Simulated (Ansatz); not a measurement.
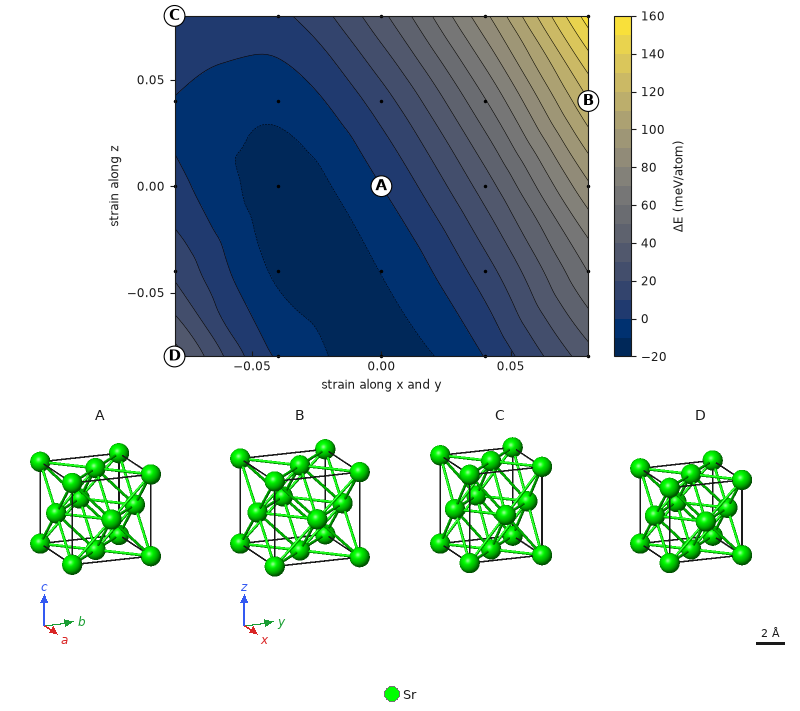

A scan of a crystal of Sr (Fm-3m): the cell is strained equally along x and y and separately along z, with the atoms kept at their fractional coordinates. x, y and z are the Cartesian axes of the input. The map is interpolated between the computed points (dots). The lettered frames are marked on it. The picture is a ball-and-stick view of the conventional cell (4 times the calculation's cell), seen slightly off an axis. Lengths and directions refer to the drawn axes.

Level of theory: DFT PBEsol, scalar-relativistic, plane waves, PAW in Ansatz 0.2.0. Settings: plane-wave cutoff 420 eV; k-point mesh 10 × 10 × 10; occupations gaussian; smearing width 0.03 eV; no spin polarisation. Energies (free energies at the smearing named) are counted from the cell as listed in its source, which wasn't relaxed.

Q: Describe the energy landscape.

A: In pairs of (strain along x and y; strain along z): the lowest computed point lies at (−0.040, 0.000) (−13.9 meV/atom), the highest at (0.080, 0.080) (155.2 meV/atom). The valley is tilted: raising the in-plane strain is made harder by raising the strain along z (cross term 0.66 of the geometric mean of the two curvatures). Over the ranges scanned the energy rises more along the first axis, the in-plane strain. The pressure runs from −2.3 GPa at (0.080, 0.080) to 2.7 GPa at (−0.080, −0.080). The frames lie at A (0.000, 0.000): 0.0 meV/atom, B (0.080, 0.040): 119.5 meV/atom, C (−0.080, 0.080): 6.8 meV/atom, D (−0.080, −0.080): 44.7 meV/atom.
